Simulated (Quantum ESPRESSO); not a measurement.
# 1T-ZrS2, 1 layer: a series in biaxial strain, part 2 of 7

Wanted: a table for 1T-ZrS2, 1 layer against biaxial strain, and what can be fitted to it.

Quantum ESPRESSO 7.5; plane-wave DFT, PBE, GBRV ultrasoft pseudopotentials.

So far. Step 2 (Relaxing cell and ions of the reference):  The last row is no step: it is a fresh SCF in the final cell with a new plane-wave basis, -0 meV from the row before.

**3. Relaxing the ions, -4 %**

Contents of m0.relax.in:

```
&control
  prefix = 'm0.relax'
  outdir = './out'
  pseudo_dir = './pseudo'
  nstep = 40
  forc_conv_thr = 0.0003
  calculation = 'relax'
  tstress = .true.
/
&system
  ibrav = 0
  nat = 3
  ntyp = 2
  ecutwfc = 50
  ecutrho = 250
  occupations = 'smearing'
  smearing = 'fd'
  degauss = 0.002
/
&electrons
  conv_thr = 1e-09
  mixing_beta = 0.4
  electron_maxstep = 120
  mixing_mode = 'plain'
/
&ions
/
ATOMIC_SPECIES
  S   32.0600  s_pbe_v1.4.uspp.F.UPF
  Zr  91.2240  zr_pbe_v1.uspp.F.UPF
CELL_PARAMETERS angstrom
  3.53685907584000 0.00000000000000 0.00000000000000
  -1.76842953792000 3.06300980928000 0.00000000000000
  0.00000000000000 0.00000000000000 18.15080413000000
ATOMIC_POSITIONS crystal
  S   0.666666666700 0.333333333300 0.420246607000
  Zr  0.000000000000 0.000000000000 0.500000000000
  S   0.333333333300 0.666666666700 0.579753393000
K_POINTS automatic
  12 12 1 0 0 0
```

Command:

```sh
$ OMP_NUM_THREADS=1 mpirun -n 4 pw.x -nk 4 -in m0.relax.in > m0.relax.out
```

The log of the run:

```text
[banner, memory and clock lines left out]
Program PWSCF v.7.5 starts
[citation notice left out]

[...]
Message from routine setup:
[...]
bravais-lattice index     =            0
     lattice parameter (alat)  =       6.6837  a.u.
     unit-cell volume          =    1326.9624 (a.u.)^3
     number of atoms/cell      =            3
     number of atomic types    =            2
     number of electrons       =        24.00
     number of Kohn-Sham states=           16
     kinetic-energy cutoff     =      50.0000  Ry
     charge density cutoff     =     250.0000  Ry
     scf convergence threshold =      1.0E-09
     mixing beta               =       0.4000
     number of iterations used =            8  plain     mixing
     energy convergence thresh.=      1.0E-04
     force convergence thresh. =      3.0E-04
     Exchange-correlation= SLA  PW   PBE  PBE
                           (   1   4   3   4   0   0   0)
     nstep                     =           40

[...]
PseudoPot. # 1 for S  read from file:
     ./pseudo/s_pbe_v1.4.uspp.F.UPF
     Pseudo is Ultrasoft + core correction, Zval =  6.0
     Generated by new atomic code, or converted to UPF format
     Using radial grid of  907 points,  6 beta functions with:
                l(1) =   0
                l(2) =   0
                l(3) =   1
                l(4) =   1
                l(5) =   2
                l(6) =   2
     Q(r) pseudized with  8 coefficients,  rinner =    1.300   1.300   1.300
                                                       1.300   1.300

     PseudoPot. # 2 for Zr read from file:
     ./pseudo/zr_pbe_v1.uspp.F.UPF
     Pseudo is Ultrasoft + core correction, Zval = 12.0
     Generated by new atomic code, or converted to UPF format
     Using radial grid of  887 points,  6 beta functions with:
                l(1) =   0
                l(2) =   0
                l(3) =   1
                l(4) =   1
                l(5) =   2
                l(6) =   2
     Q(r) pseudized with  6 coefficients,  rinner =    1.200   1.200   1.200
                                                       1.200   1.200

     atomic species   valence    mass     pseudopotential
     S                 6.00    32.06000     S ( 1.00)
     Zr               12.00    91.22400     Zr( 1.00)

     12 Sym. Ops., with inversion, found

[...]
number of k points=    19  Fermi-Dirac smearing, width (Ry)=  0.0020
[...]
Dense  grid:    88517 G-vectors     FFT dimensions: (  36,  36, 180)

     Smooth grid:    63215 G-vectors     FFT dimensions: (  32,  32, 160)

     Check: negative core charge=   -0.000001

     Initial potential from superposition of free atoms

     starting charge      23.9978, renormalised to      24.0000

     negative rho (up, down):  6.028E-02 0.000E+00
     Starting wfcs are   21 randomized atomic wfcs

     per-process dynamical memory:    69.1 Mb

     Self-consistent Calculation

     iteration #  1     ecut=    50.00 Ry     beta= 0.40
     Davidson diagonalization with overlap
     ethr =  1.00E-02,  avg # of iterations =  2.8

     Threshold (ethr) on eigenvalues was too large:
     Diagonalizing with lowered threshold

     Davidson diagonalization with overlap
     ethr =  6.89E-04,  avg # of iterations =  1.3

     negative rho (up, down):  6.130E-02 0.000E+00

     total energy              =    -147.65780288 Ry
     estimated scf accuracy    <       0.17514520 Ry

     iteration #  2     ecut=    50.00 Ry     beta= 0.40
[...]
negative rho (up, down):  6.220E-02 0.000E+00

[...]
total energy              =    -147.67431362 Ry
     estimated scf accuracy    <       0.02207941 Ry

     iteration #  3     ecut=    50.00 Ry     beta= 0.40
[...]
negative rho (up, down):  6.260E-02 0.000E+00

[...]
total energy              =    -147.67982856 Ry
     estimated scf accuracy    <       0.00843356 Ry

     iteration #  4     ecut=    50.00 Ry     beta= 0.40
[...]
negative rho (up, down):  6.316E-02 0.000E+00

[...]
total energy              =    -147.68081045 Ry
     estimated scf accuracy    <       0.00139158 Ry

     iteration #  5     ecut=    50.00 Ry     beta= 0.40
[...]
negative rho (up, down):  6.321E-02 0.000E+00

[...]
total energy              =    -147.68095820 Ry
     estimated scf accuracy    <       0.00053969 Ry

     iteration #  6     ecut=    50.00 Ry     beta= 0.40
[...]
negative rho (up, down):  6.319E-02 0.000E+00

[...]
total energy              =    -147.68102321 Ry
     estimated scf accuracy    <       0.00001767 Ry

     iteration #  7     ecut=    50.00 Ry     beta= 0.40
[...]
negative rho (up, down):  6.317E-02 0.000E+00

[...]
total energy              =    -147.68103753 Ry
     estimated scf accuracy    <       0.00001564 Ry

     iteration #  8     ecut=    50.00 Ry     beta= 0.40
[...]
negative rho (up, down):  6.316E-02 0.000E+00

[...]
total energy              =    -147.68103927 Ry
     estimated scf accuracy    <       0.00000086 Ry

     iteration #  9     ecut=    50.00 Ry     beta= 0.40
[...]
negative rho (up, down):  6.316E-02 0.000E+00

[...]
total energy              =    -147.68103985 Ry
     estimated scf accuracy    <       0.00000009 Ry

     iteration # 10     ecut=    50.00 Ry     beta= 0.40
[...]
negative rho (up, down):  6.316E-02 0.000E+00

[...]
total energy              =    -147.68103981 Ry
     estimated scf accuracy    <       0.00000011 Ry

     iteration # 11     ecut=    50.00 Ry     beta= 0.40
[...]
negative rho (up, down):  6.316E-02 0.000E+00

[...]
End of self-consistent calculation

          k = 0.0000 0.0000 0.0000 (  7943 PWs)   bands (ev):

   -50.2980 -28.4420 -28.2239 -28.2239 -14.4604 -13.1586  -5.8133  -4.4432
    -4.4432  -2.7706  -1.6219  -1.6219   0.0365   0.0365   0.8955   3.8198

          k = 0.0000 0.0962 0.0000 (  7959 PWs)   bands (ev):

   -50.2958 -28.4358 -28.2513 -28.2296 -14.3751 -13.1714  -5.7100  -4.6461
    -4.3949  -2.5530  -2.1563  -1.8618   0.1102   0.3291   1.0075   3.4154

[...]
the Fermi energy is    -1.1751 ev

!    total energy              =    -147.68103984 Ry
     estimated scf accuracy    <          4.7E-10 Ry
     smearing contrib. (-TS)   =      -0.00000000 Ry
     internal energy E=F+TS    =    -147.68103984 Ry

     The total energy is F=E-TS. E is the sum of the following terms:
     one-electron contribution =    -669.19389758 Ry
     hartree contribution      =     335.27987589 Ry
     xc contribution           =     -34.82357520 Ry
     ewald contribution        =     221.05655705 Ry

     convergence has been achieved in  11 iterations

     negative rho (up, down):  6.316E-02 0.000E+00

     Forces acting on atoms (cartesian axes, Ry/au):

     atom    1 type  1   force =     0.00000000    0.00000000   -0.03389947
     atom    2 type  2   force =    -0.00000000   -0.00000000    0.00000000
     atom    3 type  1   force =     0.00000000   -0.00000000    0.03389947

     Total force =     0.047941     Total SCF correction =     0.000039

     Computing stress (Cartesian axis) and pressure

     negative rho (up, down):  6.316E-02 0.000E+00
          total   stress  (Ry/bohr**3)                   (kbar)     P=       30.42
   0.00024030   0.00000000   0.00000000           35.35        0.00        0.00
   0.00000000   0.00024030   0.00000000            0.00       35.35        0.00
  -0.00000000  -0.00000000   0.00013981           -0.00       -0.00       20.57

     BFGS Geometry Optimization
     Energy error            =      2.3E-03 Ry
     Gradient error          =      3.4E-02 Ry/Bohr

     number of scf cycles    =   1
     number of bfgs steps    =   0

     energy             new  =    -147.6810398380 Ry

     new trust radius        =       0.0338994676 bohr
     new conv_thr            =       0.0000000010 Ry

ATOMIC_POSITIONS (crystal)
S                0.6666666667        0.3333333333        0.4192582857
Zr              -0.0000000000       -0.0000000000        0.5000000000
S                0.3333333333        0.6666666667        0.5807417143

[...]
NEW-OLD atomic charge density approx. for the potential

     Check: negative core charge=   -0.000001

     negative rho (up, down):  6.317E-02 0.000E+00

     per-process dynamical memory:    74.3 Mb

[...]
!    total energy              =    -147.68302693 Ry
[...]
Total force =     0.034957     Total SCF correction =     0.000006
[...]
number of bfgs steps    =   1
[...]
energy             new  =    -147.6830269293 Ry
[...]
new trust radius        =       0.0372894143 bohr
[...]
!    total energy              =    -147.68449876 Ry
[...]
Total force =     0.020906     Total SCF correction =     0.000012
[...]
number of bfgs steps    =   2
[...]
energy             new  =    -147.6844987599 Ry
[...]
new trust radius        =       0.0554829233 bohr
[...]
!    total energy              =    -147.68533594 Ry
[...]
Total force =     0.000533     Total SCF correction =     0.000001
[...]
number of bfgs steps    =   3
[...]
energy             new  =    -147.6853359367 Ry
[...]
new trust radius        =       0.0014526374 bohr
[...]
Self-consistent Calculation

     iteration #  1     ecut=    50.00 Ry     beta= 0.40
     Davidson diagonalization with overlap
     ethr =  1.00E-06,  avg # of iterations =  2.0

     Threshold (ethr) on eigenvalues was too large:
     Diagonalizing with lowered threshold

     Davidson diagonalization with overlap
     ethr =  8.66E-10,  avg # of iterations =  5.0

     negative rho (up, down):  6.314E-02 0.000E+00

     total energy              =    -147.68533632 Ry
     estimated scf accuracy    <       0.00000049 Ry

[...]
iteration #  7     ecut=    50.00 Ry     beta= 0.40
[...]
negative rho (up, down):  6.314E-02 0.000E+00

[...]
End of self-consistent calculation

          k = 0.0000 0.0000 0.0000 (  7943 PWs)   bands (ev):

   -50.4201 -28.5191 -28.3209 -28.3209 -14.3163 -13.1858  -5.7450  -4.1295
    -4.1295  -2.8229  -1.5538  -1.5538   0.0747   0.0747   0.6223   3.4922

          k = 0.0000 0.0962 0.0000 (  7959 PWs)   bands (ev):

   -50.4181 -28.5134 -28.3464 -28.3263 -14.2359 -13.1899  -5.6410  -4.3722
    -4.0875  -2.5956  -2.0861  -1.7817   0.1154   0.3456   0.7533   3.1637

[...]
the Fermi energy is    -1.2192 ev

!    total energy              =    -147.68533649 Ry
     estimated scf accuracy    <          4.2E-12 Ry
     smearing contrib. (-TS)   =      -0.00000001 Ry
     internal energy E=F+TS    =    -147.68533648 Ry

     The total energy is F=E-TS. E is the sum of the following terms:
     one-electron contribution =    -656.71851773 Ry
     hartree contribution      =     329.00689853 Ry
     xc contribution           =     -34.74148861 Ry
     ewald contribution        =     214.76777133 Ry

     convergence has been achieved in   7 iterations

     negative rho (up, down):  6.314E-02 0.000E+00

     Forces acting on atoms (cartesian axes, Ry/au):

     atom    1 type  1   force =     0.00000000   -0.00000000   -0.00000931
     atom    2 type  2   force =     0.00000000    0.00000000    0.00000000
     atom    3 type  1   force =    -0.00000000   -0.00000000    0.00000931

     Total force =     0.000013     Total SCF correction =     0.000004
     SCF correction compared to forces is large: reduce conv_thr to get better values

     Computing stress (Cartesian axis) and pressure

     negative rho (up, down):  6.314E-02 0.000E+00
          total   stress  (Ry/bohr**3)                   (kbar)     P=       15.58
   0.00015884  -0.00000000  -0.00000000           23.37       -0.00       -0.00
   0.00000000   0.00015884  -0.00000000            0.00       23.37       -0.00
  -0.00000000  -0.00000000   0.00000004           -0.00       -0.00        0.01

     Energy error            =      5.5E-07 Ry
     Gradient error          =      9.3E-06 Ry/Bohr

     bfgs converged in   5 scf cycles and   4 bfgs steps
     (criteria: energy <  1.0E-04 Ry, force <  3.0E-04 Ry/Bohr)

     End of BFGS Geometry Optimization

     Final energy             =    -147.6853364909 Ry

     File ./out/m0.relax.bfgs deleted, as requested
Begin final coordinates

ATOMIC_POSITIONS (crystal)
S                0.6666666667        0.3333333333        0.4165112058
Zr              -0.0000000000       -0.0000000000        0.5000000000
S                0.3333333333        0.6666666667        0.5834887942
End final coordinates

[...]
```

It took 65 s on 4 MPI ranks of Intel Xeon Platinum 8488C (Sapphire Rapids), shared host; peak memory 0.68 GiB; 4.3 min of CPU time.

Step by step:

```tsv
step	energy less that of the first step (eV)	largest force (eV/Å)
1	0.0000	0.8716
2	-0.0270	0.6355
3	-0.0471	0.3801
4	-0.0585	0.0097
5	-0.0585	0.0002
```

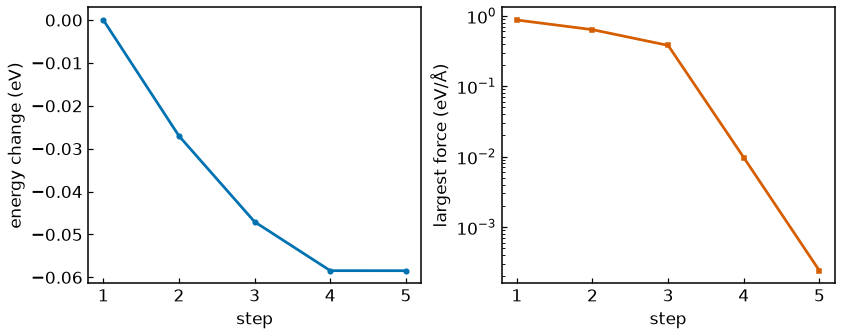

Energy and largest force along the relaxation.

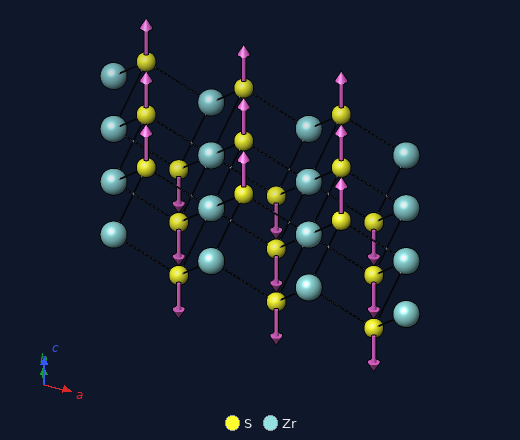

Displacements in the relaxation, exaggerated; the longest in the cell stands for 0.07 Å. 3×3×1 cells are drawn. Some periodic images of atoms are drawn too.

The atoms that moved most (Å):

```tsv
atom	dx	dy	dz	length
S3	0.000	0.000	0.068	0.068
S1	0.000	0.000	-0.068	0.068
```

The relaxed structure:

```cif
data_structure
_symmetry_space_group_name_H-M 'P 1'
_symmetry_Int_Tables_number 1
_cell_length_a 3.5369
_cell_length_b 3.5369
_cell_length_c 18.1508
_cell_angle_alpha 90.000
_cell_angle_beta 90.000
_cell_angle_gamma 120.000
_cell_volume 196.64
loop_
_atom_site_label
_atom_site_type_symbol
_atom_site_fract_x
_atom_site_fract_y
_atom_site_fract_z
_atom_site_occupancy
S1 S 0.66667 0.33333 0.41651 1
Zr2 Zr 0.00000 0.00000 0.50000 1
S3 S 0.33333 0.66667 0.58349 1
```

The relaxation lowers the energy by 19 meV an atom.

Read from the output:

* free energy: -2009.3614 eV
* Fermi energy: -1.219 eV

[end of part 2 of 7]

[Logs are printed without paths, hosts, clocks, repeated set-up lines and the standing remarks that a program may print on its own settings, such as how far it seeks lower states.]

[Hosts, paths, dates, database ids (printed as entryN), source tags and the programs' standing remarks are cut or masked in the printed files.]

[Maps of the electrostatic potential energy from Ansatz leave out the sawtooth potential of an applied field or a dipole correction, so their vacuum need not be flat; planar profiles and work functions include it.]
